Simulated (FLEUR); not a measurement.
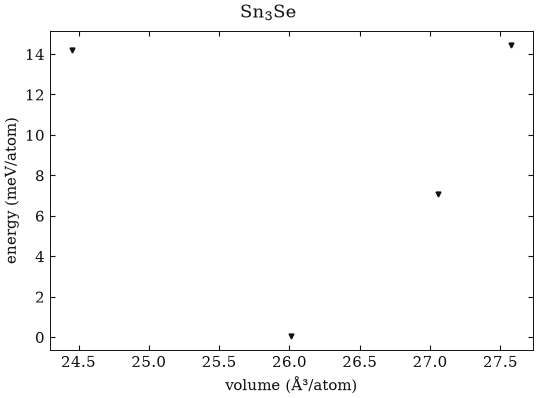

The plot gives the computed energy against volume for Sn₃Se, space group Fm-3m (No. 225).

Cell as given: a = 5.279 Å, b = 5.279 Å, c = 5.279 Å, α = 60.00°, β = 60.00°, γ = 60.00°; 4 atoms.

Calculation (FLEUR MaX-R8.1 (later development tree)): all-electron LAPW DFT, no spin polarisation; energies at scaled volumes of the given cell, shape and fractions fixed, counted from the fit's minimum, third-order Birch-Murnaghan fit. Level: PBE.

| setting | value |
| --- | --- |
| k mesh | 6×6×6 |
| occupations | Fermi–Dirac |
| smearing width | 0.05 eV |
| potentials | all electron |
| program settings | basis FLAPW, kmax 4.1 1/bohr |

The point at volume 24.97 Å³/atom is left out of the plot. What does the calculation give there?

```
volume (Å³/atom)  energy (meV/atom)
           24.97               5.66
```
